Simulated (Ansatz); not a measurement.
## Run report: MoSe₂, band-structure calculation (part 2 of 2)

Continued. System: MoSe₂ (P6₃/mmc, 6 atoms in the cell). Method: DFT, r2SCAN with spin-orbit coupling, plane waves, PAW (Ansatz 0.2.0); cutoff 500 eV, 12×12×2 k-mesh, Fermi–Dirac smearing of 0.02 eV. The structure was built on a prototype by a generator. The geometry comes from this level: r2scan-rvv10 (a point of a series of strains). It belongs to a series of runs on one base structure; here: hydrostatic strain -4.0%.

Geometry of the input (Å; fractional positions):
```
3.1732  0.0000  0.0000
-1.5866  2.7481  0.0000
0.0000  0.0000  12.5643
Mo 0.3333  0.6667  0.2500
Mo 0.6667  0.3333  0.7500
Se 0.6667  0.3333  0.3846
Se 0.6667  0.3333  0.1154
Se 0.3333  0.6667  0.8846
Se 0.3333  0.6667  0.6154
```

## Output, continued
```
  k-point 0: bands = ["-48.9375", "-48.9375", "-48.9375", "-48.9375", "-35.1063", "-35.1063", "-35.1062", "-35.1062", "-35.1060", "-35.1060", "-35.1059", "-35.1059", "-35.0729", "-35.0729", "-35.0729", "-35.0729", "-35.0722", "-35.0722", "-35.0722", "-35.0722", "-34.2181", "-34.2181", "-34.2180", "-34.2180", "-34.2176", "-34.2176", "-34.2175", "-34.2175", "-34.1904", "-34.1904", "-34.1897", "-34.1897", "-34.1894", "-34.1894", "-34.1887", "-34.1887", "-34.1747", "-34.1747", "-34.1739", "-34.1739", "-34.1739", "-34.1739", "-34.1731", "-34.1731", "-23.9337", "-23.9337", "-23.9336", "-23.9336", "-21.5692", "-21.5692", "-21.5691", "-21.5691", "-21.3429", "-21.3429", "-21.3429", "-21.3429", "-1.9004", "-1.9004", "-1.4032", "-1.4032", "-0.9480", "-0.9480", "-0.2227", "-0.2227", "6.8230", "6.8230", "8.3969", "8.3969", "9.9174", "9.9174", "11.5753", "11.5753", "11.5969", "11.5969", "11.5973", "11.5973", "11.6074", "11.6074", "12.4292", "12.4292", "12.6550", "12.6550", "12.6819", "12.6819", "12.7806", "12.7806", "12.8542", "12.8542", "13.2561", "13.2561", "14.0483", "14.0483", "16.8842", "16.8842", "16.9930", "16.9930", "17.0004", "17.0004", "17.1471", "17.1471", "17.2360", "17.2360"]
  k-point 1: bands = ["-48.9375", "-48.9375", "-48.9375", "-48.9375", "-35.1063", "-35.1063", "-35.1063", "-35.1063", "-35.1060", "-35.1060", "-35.1060", "-35.1060", "-35.0729", "-35.0729", "-35.0729", "-35.0729", "-35.0722", "-35.0722", "-35.0722", "-35.0722", "-34.2181", "-34.2181", "-34.2181", "-34.2181", "-34.2176", "-34.2176", "-34.2176", "-34.2176", "-34.1901", "-34.1901", "-34.1901", "-34.1901", "-34.1890", "-34.1890", "-34.1890", "-34.1890", "-34.1745", "-34.1745", "-34.1745", "-34.1745", "-34.1733", "-34.1733", "-34.1733", "-34.1733", "-23.9336", "-23.9336", "-23.9336", "-23.9336", "-21.5691", "-21.5691", "-21.5691", "-21.5691", "-21.3429", "-21.3429", "-21.3429", "-21.3429", "-1.7258", "-1.7258", "-1.7258", "-1.7258", "-0.5157", "-0.5157", "-0.5157", "-0.5157", "7.4174", "7.4174", "7.4174", "7.4174", "11.2055", "11.2055", "11.2055", "11.2055", "11.5858", "11.5858", "11.5858", "11.5858", "11.6259", "11.6259", "11.6259", "11.6259", "12.6202", "12.6202", "12.6202", "12.6202", "12.8173", "12.8173", "12.8173", "12.8173", "13.8334", "13.8334", "13.8334", "13.8334", "16.8991", "16.8991", "16.8991", "16.8991", "17.1642", "17.1642", "17.1642", "17.1642", "17.1971", "17.1971"]
  k-point 2: bands = ["-48.9347", "-48.9347", "-48.9346", "-48.9346", "-35.1061", "-35.1061", "-35.1060", "-35.1060", "-35.1059", "-35.1059", "-35.1058", "-35.1058", "-35.0729", "-35.0729", "-35.0728", "-35.0728", "-35.0722", "-35.0722", "-35.0721", "-35.0721", "-34.2178", "-34.2178", "-34.2177", "-34.2177", "-34.2174", "-34.2174", "-34.2173", "-34.2173", "-34.1904", "-34.1904", "-34.1898", "-34.1898", "-34.1895", "-34.1895", "-34.1888", "-34.1888", "-34.1746", "-34.1746", "-34.1739", "-34.1739", "-34.1736", "-34.1736", "-34.1730", "-34.1730", "-23.9404", "-23.9404", "-23.9404", "-23.9404", "-21.5723", "-21.5723", "-21.5722", "-21.5722", "-21.3613", "-21.3613", "-21.3613", "-21.3613", "-1.7817", "-1.7817", "-1.2869", "-1.2869", "-0.8721", "-0.8721", "-0.1634", "-0.1634", "6.9635", "6.9635", "8.5367", "8.5367", "9.8238", "9.8238", "11.2937", "11.2937", "11.3309", "11.3309", "11.6922", "11.6922", "11.7224", "11.7224", "12.0994", "12.0994", "12.4567", "12.4567", "12.5290", "12.5290", "12.6189", "12.6189", "12.7416", "12.7416", "13.4959", "13.4959", "13.8796", "13.8796", "16.7417", "16.7417", "16.7736", "16.7736", "16.8196", "16.8196", "16.8758", "16.8758", "16.9912", "16.9912"]
  k-point 37: bands = ["-48.8892", "-48.8892", "-48.8892", "-48.8892", "-35.1041", "-35.1041", "-35.1028", "-35.1028", "-35.1027", "-35.1027", "-35.1024", "-35.1024", "-35.0731", "-35.0731", "-35.0724", "-35.0724", "-35.0723", "-35.0723", "-35.0706", "-35.0706", "-34.2143", "-34.2143", "-34.2129", "-34.2129", "-34.2128", "-34.2128", "-34.2128", "-34.2128", "-34.1925", "-34.1925", "-34.1908", "-34.1908", "-34.1899", "-34.1899", "-34.1888", "-34.1888", "-34.1733", "-34.1733", "-34.1727", "-34.1727", "-34.1718", "-34.1718", "-34.1706", "-34.1706", "-24.0696", "-24.0696", "-24.0445", "-24.0445", "-21.6743", "-21.6743", "-21.6240", "-21.6240", "-21.6100", "-21.6100", "-21.5931", "-21.5931", "0.9420", "0.9420", "0.9454", "0.9454", "0.9915", "0.9915", "1.0436", "1.0436", "7.8989", "7.8989", "8.0201", "8.0201", "8.3716", "8.3716", "8.5281", "8.5281", "9.1721", "9.1721", "9.2482", "9.2482", "9.4442", "9.4442", "9.5552", "9.5552", "10.6501", "10.6501", "10.7864", "10.7864", "11.0857", "11.0857", "11.1170", "11.1170", "13.5738", "13.5738", "13.7428", "13.7428", "15.7237", "15.7237", "15.7434", "15.7434", "16.2037", "16.2037", "16.2157", "16.2157", "17.1573", "17.1573"]
```

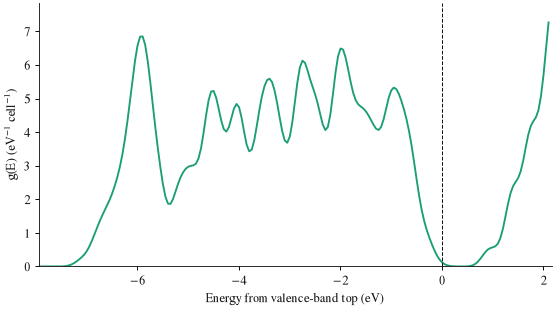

Fig. 1: Density of states (the curve is built from the levels of the k mesh with Gaussians 0.3 eV wide, which also blur the band edges), with energies from the valence-band top. There is a gap of 0.85 eV on the k-point mesh. The curves stop near 1.7 eV above the Fermi level, where the computed bands end. Small ripples come from the finite k-point mesh.

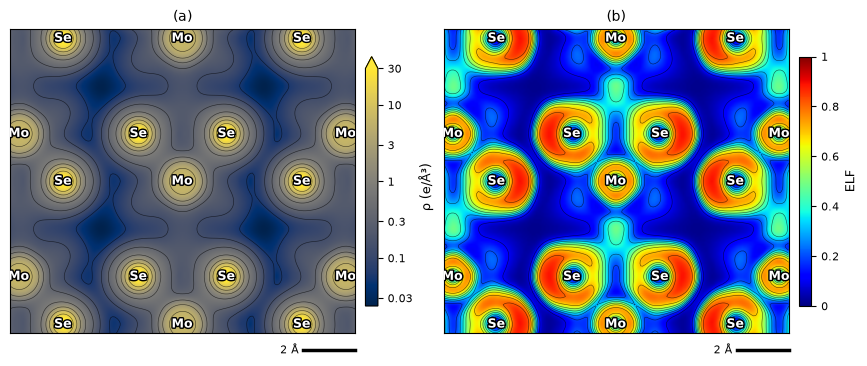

Fig. 2: (a) valence pseudo-density; (b) ELF on the (110) plane of the conventional cell. The section cuts through Mo and Se sites. Mo–Se (2.49 Å): ρ is about 0.57 e/Å³ halfway; the ELF is about 0.50 at the midpoint. Away from the nuclei the density in this plane falls to 0.02 e/Å³ at its lowest. The strong features right at Mo lie inside the PAW spheres (semicore, d or f shells) and say nothing about bonding. Core electrons are frozen (PAW), so the fields are smoothed inside the atomic spheres.

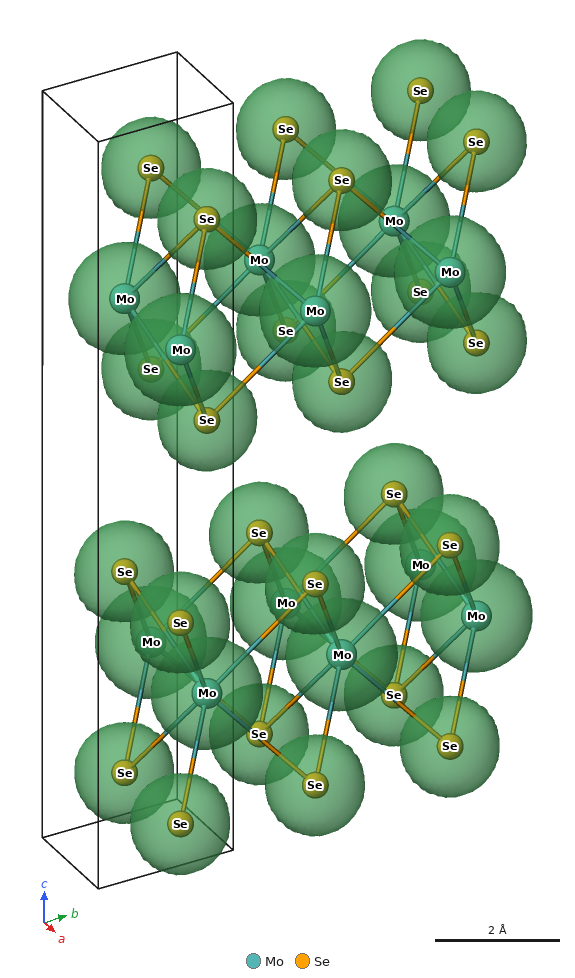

Fig. 3: Isosurface of the valence pseudo-density at 1 e/Å³ (green), seen slightly off an axis. Sticks mark near contacts. The outline is the cell set on symmetry axes. At this value the density breaks into separate islands; it holds about 70 % of the electrons treated as valence (semicore included). It is pinched off along the Mo–Se (2.49 Å) contacts. On the grid the lowest density along these lines, outside the cores, is 0.56 e/Å³ (Mo–Se, 2.49 Å).
